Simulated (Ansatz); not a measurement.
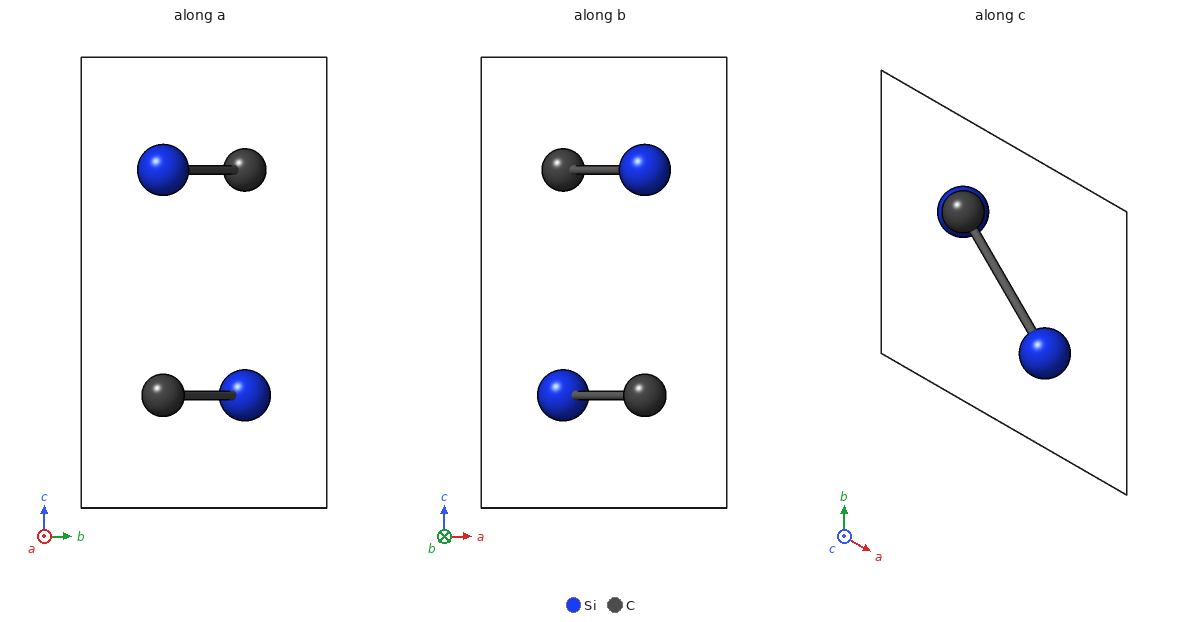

This ball-and-stick model is shown along the a axis, along the b axis and along the c axis. The edges of the conventional unit cell are marked.

Lattice parameters: a = 3.098 Å, b = 3.098 Å, c = 4.933 Å, α = 90.00°, β = 90.00°, γ = 120.00°.

> Put the structure into a table of Wyckoff sites.

Space group P6_3/mmc (No. 194).
```tsv
atom	site	x	y	z
Si	2c	0.3333	0.6667	0.2500
C	2d	0.6667	0.3333	0.2500
```

It goes back to a structure type filled with these elements by a generator (whether the compound takes this form wasn't checked). The cell was then strained or its atoms displaced on purpose. It went into a calculation with Ansatz.

At this level of theory the cell isn't at rest (compressed, at 7 GPa), so its distances can differ from those at equilibrium, the more so the softer the solid.
